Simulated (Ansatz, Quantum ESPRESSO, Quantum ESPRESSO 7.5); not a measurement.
# Complex bands of SrO, rock salt type, lattice constant set to 5.274 Å

How good a tunnel barrier is SrO, rock salt type, lattice constant set to 5.274 Å?

Method: plane-wave DFT, LDA, GBRV ultrasoft pseudopotentials (cross-check by Ansatz 0.2.0 with PAW datasets), in Quantum ESPRESSO 7.5.

### Step 1. Starting point

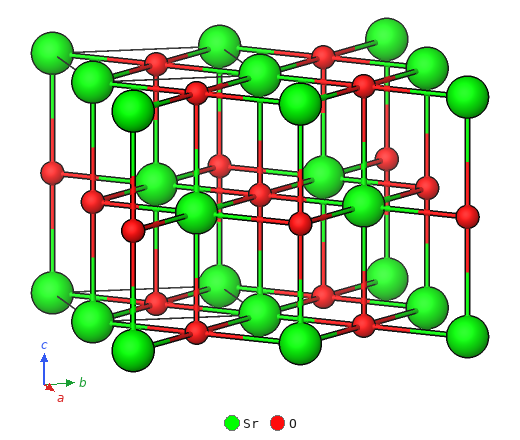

The cell as given, from the side, with the c axis up (strontium green, oxygen red). 2×2×1 cells are drawn. Some periodic images of atoms are drawn too.

### Step 2. SCF with pw.x

pwcond needs a cell whose third axis lies along the current and stands perpendicular to the other two.

File scf.in:

```
&control
  prefix = 'scf'
  outdir = './out'
  pseudo_dir = './pseudo'
  calculation = 'scf'
  tprnfor = .true.
/
&system
  ibrav = 0
  nat = 4
  ntyp = 2
  ecutwfc = 40
  ecutrho = 200
  occupations = 'fixed'
  nbnd = 20
/
&electrons
  conv_thr = 1e-09
  mixing_beta = 0.6
  electron_maxstep = 120
/
ATOMIC_SPECIES
  Sr  87.6200  sr_lda_v1.uspp.F.UPF
  O   15.9990  o_lda_v1.2.uspp.F.UPF
CELL_PARAMETERS angstrom
  3.72928116397785 0.00000000000000 0.00000000000000
  0.00000000000000 3.72928116397785 0.00000000000000
  0.00000000000000 0.00000000000000 5.27400000000000
ATOMIC_POSITIONS crystal
  Sr  0.000000000000 0.000000000000 0.000000000000
  O   0.500000000000 0.500000000000 0.000000000000
  Sr  0.500000000000 0.500000000000 0.500000000000
  O   0.000000000000 0.000000000000 0.500000000000
K_POINTS automatic
  6 6 6 0 0 0
```

Started as:

```sh
OMP_NUM_THREADS=1 mpirun -n 2 pw.x -nk 2 -in scf.in > scf.out
```

The program printed:

```text
Program PWSCF v.7.5 starts
[citation notice left out]

     Parallel version (MPI & OpenMP), running on       2 processor cores
     Number of MPI processes:                 2
     Threads/MPI process:                     1

     MPI processes distributed on     1 nodes
[...]
Current dimensions of program PWSCF are:
     Max number of different atomic species (ntypx) = 10
     Max number of k-points (npk) =  40000
     Max angular momentum in pseudopotentials (lmaxx) =  4
     Found identity + ( -0.5000 -0.5000 -0.5000) symmetry
     This is a supercell, fractional translations are disabled
     Message from routine setup:
     using ibrav=0 with symmetry is DISCOURAGED, use correct ibrav instead

     K-points division:     npool     =       2
     Subspace diagonalization in iterative solution of the eigenvalue problem:
     a serial algorithm will be used

     G-vector sticks info
     --------------------
     sticks:   dense  smooth     PW     G-vecs:    dense   smooth      PW
     Sum         793     633    193                23613    16873    2887

     Using Slab Decomposition

     bravais-lattice index     =            0
     lattice parameter (alat)  =       7.0473  a.u.
     unit-cell volume          =     494.9792 (a.u.)^3
     number of atoms/cell      =            4
     number of atomic types    =            2
     number of electrons       =        32.00
     number of Kohn-Sham states=           20
     kinetic-energy cutoff     =      40.0000  Ry
     charge density cutoff     =     200.0000  Ry
     scf convergence threshold =      1.0E-09
     mixing beta               =       0.6000
     number of iterations used =            8  plain     mixing
     Exchange-correlation= SLA  PZ   NOGX NOGC
                           (   1   1   0   0   0   0   0)

     celldm(1)=   7.047320  celldm(2)=   0.000000  celldm(3)=   0.000000
     celldm(4)=   0.000000  celldm(5)=   0.000000  celldm(6)=   0.000000

     crystal axes: (cart. coord. in units of alat)
               a(1) = (   1.000000   0.000000   0.000000 )
               a(2) = (   0.000000   1.000000   0.000000 )
               a(3) = (   0.000000   0.000000   1.414214 )

     reciprocal axes: (cart. coord. in units 2 pi/alat)
               b(1) = (  1.000000  0.000000  0.000000 )
               b(2) = (  0.000000  1.000000  0.000000 )
               b(3) = (  0.000000  0.000000  0.707107 )

     PseudoPot. # 1 for Sr read from file:
     ./pseudo/sr_lda_v1.uspp.F.UPF
     Pseudo is Ultrasoft + core correction, Zval = 10.0
     Generated by new atomic code, or converted to UPF format
     Using radial grid of  883 points,  6 beta functions with:
                l(1) =   0
                l(2) =   0
                l(3) =   1
                l(4) =   1
                l(5) =   2
                l(6) =   2
     Q(r) pseudized with  6 coefficients,  rinner =    1.400   1.400   1.400
                                                       1.400   1.400

     PseudoPot. # 2 for O  read from file:
     ./pseudo/o_lda_v1.2.uspp.F.UPF
     Pseudo is Ultrasoft + core correction, Zval =  6.0
     Generated by new atomic code, or converted to UPF format
     Using radial grid of  737 points,  5 beta functions with:
                l(1) =   0
                l(2) =   0
                l(3) =   1
                l(4) =   1
                l(5) =   2
     Q(r) pseudized with  8 coefficients,  rinner =    0.900   0.900   0.900
                                                       0.900   0.900

     atomic species   valence    mass     pseudopotential
     Sr               10.00    87.62000     Sr( 1.00)
     O                 6.00    15.99900     O ( 1.00)

     16 Sym. Ops., with inversion, found

   Cartesian axes

     site n.     atom                  positions (alat units)
         1        Sr     tau(   1) = (   0.0000000   0.0000000   0.0000000  )
         2        O      tau(   2) = (   0.5000000   0.5000000   0.0000000  )
         3        Sr     tau(   3) = (   0.5000000   0.5000000   0.7071068  )
         4        O      tau(   4) = (   0.0000000   0.0000000   0.7071068  )

     number of k points=    40
                       cart. coord. in units 2pi/alat
        k(    1) = (   0.0000000   0.0000000   0.0000000), wk =   0.0092593
        k(    2) = (   0.0000000   0.0000000   0.1178511), wk =   0.0185185
        k(    3) = (   0.0000000   0.0000000   0.2357023), wk =   0.0185185
        k(    4) = (   0.0000000   0.0000000  -0.3535534), wk =   0.0092593
        k(    5) = (   0.0000000   0.1666667   0.0000000), wk =   0.0370370
        k(    6) = (   0.0000000   0.1666667   0.1178511), wk =   0.0740741
        k(    7) = (   0.0000000   0.1666667   0.2357023), wk =   0.0740741
        k(    8) = (   0.0000000   0.1666667  -0.3535534), wk =   0.0370370
        k(    9) = (   0.0000000   0.3333333   0.0000000), wk =   0.0370370
        k(   10) = (   0.0000000   0.3333333   0.1178511), wk =   0.0740741
[...]
k(   40) = (  -0.5000000  -0.5000000  -0.3535534), wk =   0.0092593

     Dense  grid:    23613 G-vectors     FFT dimensions: (  32,  32,  45)

     Smooth grid:    16873 G-vectors     FFT dimensions: (  30,  30,  45)

     Estimated max dynamical RAM per process >      65.89 MB

     Estimated total dynamical RAM >     126.02 MB

     Check: negative core charge=   -0.000003

     Initial potential from superposition of free atoms

     starting charge      31.9459, renormalised to      32.0000

     negative rho (up, down):  1.241E-01 0.000E+00
     Starting wfcs are   34 randomized atomic wfcs

     total cpu time spent up to now is        1.3 secs

     per-process dynamical memory:    37.3 Mb

     Self-consistent Calculation

     iteration #  1     ecut=    40.00 Ry     beta= 0.60
     Davidson diagonalization with overlap
     ethr =  1.00E-02,  avg # of iterations =  2.0

     negative rho (up, down):  1.254E-01 0.000E+00

     total cpu time spent up to now is        2.0 secs

     total energy              =    -204.81330769 Ry
     estimated scf accuracy    <       1.52250710 Ry

     iteration #  2     ecut=    40.00 Ry     beta= 0.60
[...]
negative rho (up, down):  1.267E-01 0.000E+00

[...]
total energy              =    -204.89745589 Ry
     estimated scf accuracy    <       3.39435317 Ry

     iteration #  3     ecut=    40.00 Ry     beta= 0.60
[...]
negative rho (up, down):  1.319E-01 0.000E+00

[...]
total energy              =    -205.52330629 Ry
     estimated scf accuracy    <       0.02587928 Ry

     iteration #  4     ecut=    40.00 Ry     beta= 0.60
[...]
negative rho (up, down):  1.294E-01 0.000E+00

[...]
total energy              =    -205.52760483 Ry
     estimated scf accuracy    <       0.02134011 Ry

     iteration #  5     ecut=    40.00 Ry     beta= 0.60
[...]
negative rho (up, down):  1.297E-01 0.000E+00

[...]
total energy              =    -205.52905409 Ry
     estimated scf accuracy    <       0.00223044 Ry

     iteration #  6     ecut=    40.00 Ry     beta= 0.60
[...]
negative rho (up, down):  1.298E-01 0.000E+00

[...]
total energy              =    -205.52984392 Ry
     estimated scf accuracy    <       0.00032878 Ry

     iteration #  7     ecut=    40.00 Ry     beta= 0.60
[...]
negative rho (up, down):  1.296E-01 0.000E+00

[...]
total energy              =    -205.52957913 Ry
     estimated scf accuracy    <       0.00078358 Ry

     iteration #  8     ecut=    40.00 Ry     beta= 0.60
[...]
negative rho (up, down):  1.296E-01 0.000E+00

[...]
total energy              =    -205.52969296 Ry
     estimated scf accuracy    <       0.00000453 Ry

     iteration #  9     ecut=    40.00 Ry     beta= 0.60
[...]
negative rho (up, down):  1.296E-01 0.000E+00

[...]
total energy              =    -205.52969538 Ry
     estimated scf accuracy    <       0.00000156 Ry

     iteration # 10     ecut=    40.00 Ry     beta= 0.60
[...]
negative rho (up, down):  1.296E-01 0.000E+00

[...]
total energy              =    -205.52969551 Ry
     estimated scf accuracy    <       0.00000020 Ry

     iteration # 11     ecut=    40.00 Ry     beta= 0.60
[...]
negative rho (up, down):  1.296E-01 0.000E+00

[...]
total energy              =    -205.52969549 Ry
     estimated scf accuracy    <       0.00000009 Ry

     iteration # 12     ecut=    40.00 Ry     beta= 0.60
[...]
negative rho (up, down):  1.296E-01 0.000E+00

[...]
total energy              =    -205.52969550 Ry
     estimated scf accuracy    <          4.4E-09 Ry

     iteration # 13     ecut=    40.00 Ry     beta= 0.60
[...]
negative rho (up, down):  1.296E-01 0.000E+00

[...]
End of self-consistent calculation

          k = 0.0000 0.0000 0.0000 (  2101 PWs)   bands (ev):

   -25.5444 -25.4121  -8.0631  -7.7950  -7.7311  -7.5740  -7.5740  -7.2720
    -7.2720  -7.2720   6.2948   6.6979   6.6979   6.8208   6.8209   6.8209
    10.0196  10.1278  12.8189  12.8189

          k = 0.0000 0.0000 0.1179 (  2080 PWs)   bands (ev):

   -25.5354 -25.4209  -8.3452  -8.0835  -7.5541  -7.5541  -7.3561  -7.2926
    -7.2926  -6.9815   6.0989   6.4336   6.6866   6.6866   6.7869   6.7869
    10.1420  10.5226  12.4941  13.0939

          k = 0.0000 0.0000 0.2357 (  2088 PWs)   bands (ev):

   -25.5110 -25.4449  -8.5771  -8.4263  -7.4995  -7.4995  -7.3485  -7.3485
    -6.8960  -6.6716   5.7198   5.8205   6.6674   6.6674   6.7186   6.7186
    10.5022  11.2863  11.7942  12.9742

          k = 0.0000 0.0000-0.3536 (  2124 PWs)   bands (ev):

   -25.4778 -25.4778  -8.6058  -8.6058  -7.4244  -7.4244  -7.4244  -7.4244
    -6.6296  -6.6296   5.5480   5.5480   6.6719   6.6719   6.6719   6.6719
    11.0748  11.0748  12.1155  12.1155

          k = 0.0000 0.1667 0.0000 (  2082 PWs)   bands (ev):

   -25.5270 -25.4122  -8.3284  -8.2751  -8.0013  -7.5355  -7.3141  -7.2725
    -6.9815  -6.8217   6.2651   6.2671   6.2847   6.4886   6.5666   6.7474
    10.6902  10.8950  12.5358  13.0484

          k = 0.0000 0.1667 0.1179 (  2099 PWs)   bands (ev):

   -25.5191 -25.4198  -8.5616  -8.4316  -7.7664  -7.5180  -7.2902  -7.2902
    -6.8776  -6.6985   6.0185   6.1073   6.3130   6.4737   6.5361   6.5362
    10.8003  11.2522  12.5887  13.3121

[...]
highest occupied, lowest unoccupied level (ev):     6.8209   10.0196

!    total energy              =    -205.52969551 Ry
     estimated scf accuracy    <          7.2E-11 Ry

     The total energy is the sum of the following terms:
     one-electron contribution =     -38.15117848 Ry
     hartree contribution      =      34.92176794 Ry
     xc contribution           =     -50.93007926 Ry
     ewald contribution        =    -151.37020571 Ry

     convergence has been achieved in  13 iterations

     negative rho (up, down):  1.296E-01 0.000E+00

     Forces acting on atoms (cartesian axes, Ry/au):

     atom    1 type  1   force =     0.00000000    0.00000000    0.00000000
     atom    2 type  2   force =     0.00000000    0.00000000    0.00000000
     atom    3 type  1   force =     0.00000000    0.00000000    0.00000000
     atom    4 type  2   force =     0.00000000    0.00000000    0.00000000

     Total force =     0.000000     Total SCF correction =     0.000000

[...]
=------------------------------------------------------------------------------=
   JOB DONE.
=------------------------------------------------------------------------------=
```

Elapsed: 13 s, on 2 MPI ranks of Intel Xeon Platinum 8375C at 2.90GHz (Ice Lake), shared host; peak memory 0.22 GiB; 25 s of CPU time.

This step gave:

```
free energy                          : -2796.3740 eV
valence top, on the run's zero       : 6.821 eV
conduction bottom, on the run's zero : 10.02 eV
gap by band count                    : 3.199 eV
```

The program's own clock; routines nest. Time by routine:

```tsv
routine	wall time (s)	calls
PWSCF	11.78	1
electrons	10.35	1
c_bands	8.16	13
cegterg	7.14	260
h_psi	5.69	998
fftw	5.17	32206
vloc_psi	4.84	998
sum_band	1.73	13
init_run	1.15	1
calbec	0.63	1338
wfcinit	0.49	1
newd	0.47	14
h_psi:calbec	0.44	998
s_psi	0.37	998
```

The run needed 13 iterations to bring the estimated error under 1e-09 Ry.

[end of part 1 of 4]

[Logs are printed without paths, hosts, clocks, repeated set-up lines and the standing remarks that a program may print on its own settings, such as how far it seeks lower states.]

[Hosts, paths, dates, database ids (printed as entryN), source tags and the programs' standing remarks are cut or masked in the printed files.]

[Maps of the electrostatic potential energy from Ansatz leave out the sawtooth potential of an applied field or a dipole correction, so their vacuum need not be flat; planar profiles and work functions include it.]
